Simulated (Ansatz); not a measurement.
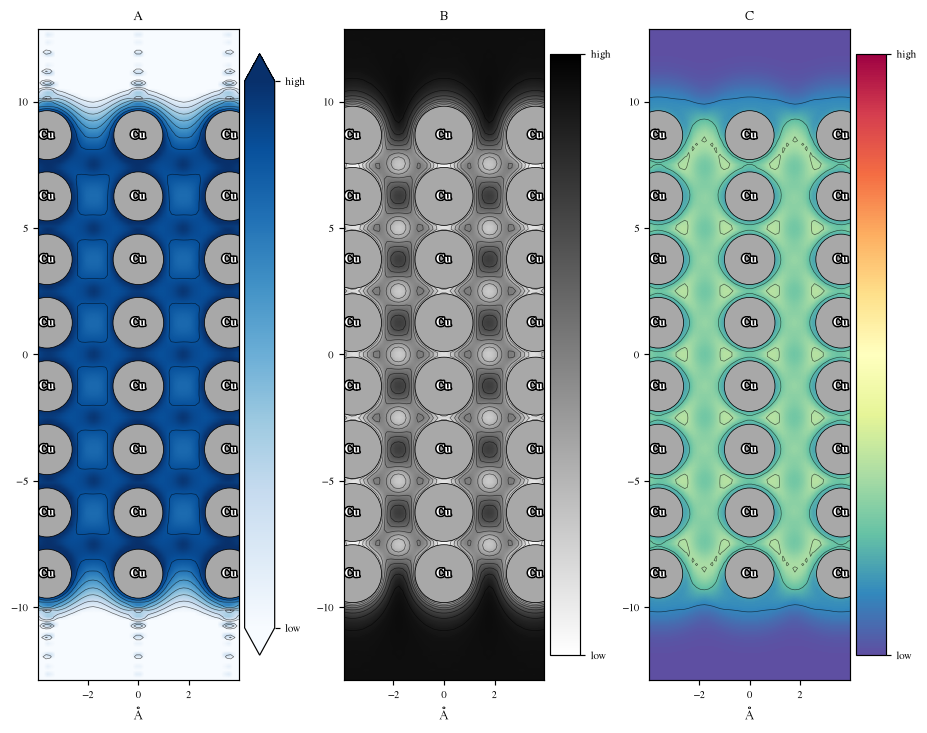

Cu (slab): 3 fields on the (010) plane of the calculation cell, a cut from vacuum to vacuum, with unlabelled colour scales. Grey discs cover the atomic cores.

Computed without spin polarisation.

Method: DFT r2SCAN, scalar-relativistic, plane waves, PAW (Ansatz).

```
CELL_PARAMETERS angstrom
3.61500 0.00000 0.00000
0.00000 2.55619 0.00000
0.00000 0.00000 31.89334
ATOMIC_POSITIONS crystal
Cu 0.00000 0.00000 0.22811
Cu 0.50000 0.50000 0.26292
Cu 0.00000 0.00000 0.30400
Cu 0.50000 0.50000 0.34270
Cu 0.00000 0.00000 0.38214
Cu 0.50000 0.50000 0.42140
Cu 0.00000 0.00000 0.46068
Cu 0.50000 0.50000 0.50000
Cu 0.00000 0.00000 0.53932
Cu 0.50000 0.50000 0.57860
Cu 0.00000 0.00000 0.61786
Cu 0.50000 0.50000 0.65730
Cu 0.00000 0.00000 0.69600
Cu 0.50000 0.50000 0.73708
Cu 0.00000 0.00000 0.77189
```

Q: The panels show electron localisation function, electrostatic potential energy of an electron and valence pseudo-density in some order. Assign them.

A: Panel A: valence pseudo-density. Panel B: electrostatic potential energy of an electron (low next to the atoms, rising into the space between them). Panel C: electron localisation function. From the grid: Cu–Cu (2.42 Å): ρ at the midpoint is about 0.32 e/Å³; the ELF is about 0.20 at the midpoint (no localised pair shows between them). Cu–Cu (2.49 Å): ρ is about 0.33 e/Å³ halfway; the ELF is about 0.20 at the midpoint: no localised pair shows between them.
